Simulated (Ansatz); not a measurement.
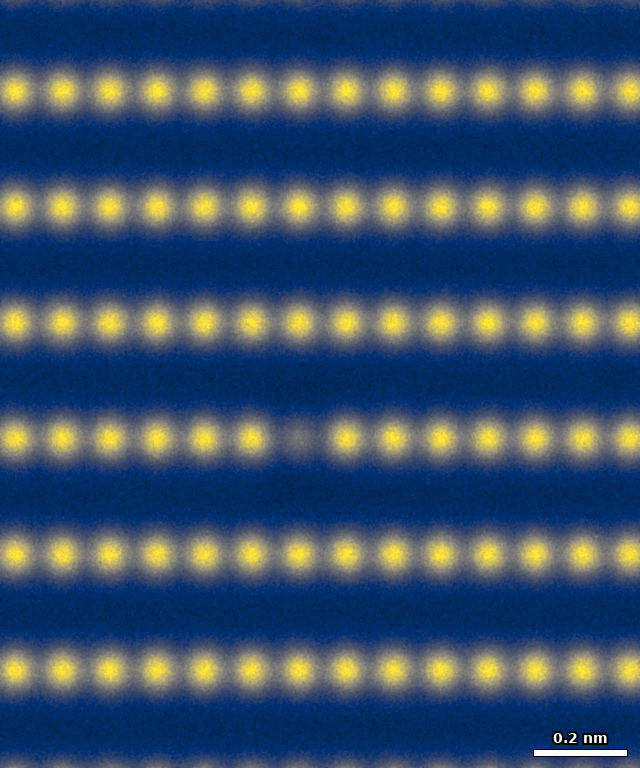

Dark-field STEM-like image of Hf (Im-3m, No. 229) along [211]. Simulated incoherent Z contrast: every atom adds Z^1.7 spread by a probe of 0.66 Å full width; channelling and multiple scattering are left out. The probe carries 25 % of its weight in a tail 2.5 times as wide. The display is stretched by a gamma of 0.8; percentages refer to the linear signal. Shot noise was added.

The sample is 1 repeat (8.8 Å) thick. One point defect was put into the perfect crystal, without relaxing the atoms around it. Brightness is counted from the darkest point of the image. Host structure: the geometry relaxed with DFT, RPBE, plane waves (420 eV) with PAW, scalar-relativistic (Ansatz 0.2.0); the starting structure was generated, so it need not be a known form of this composition.

Where is the defect (in Å from the left and the top edge), and what does its contrast suggest?

At about 7 Å from the left and 10 Å from the top. The column is dimmer, which points to a vacancy or a lighter atom. The column holds 1 atom (Hf) through the sample, and one Hf atom is replaced by Zr, so its peak drops to about 35 % of that of its equals.
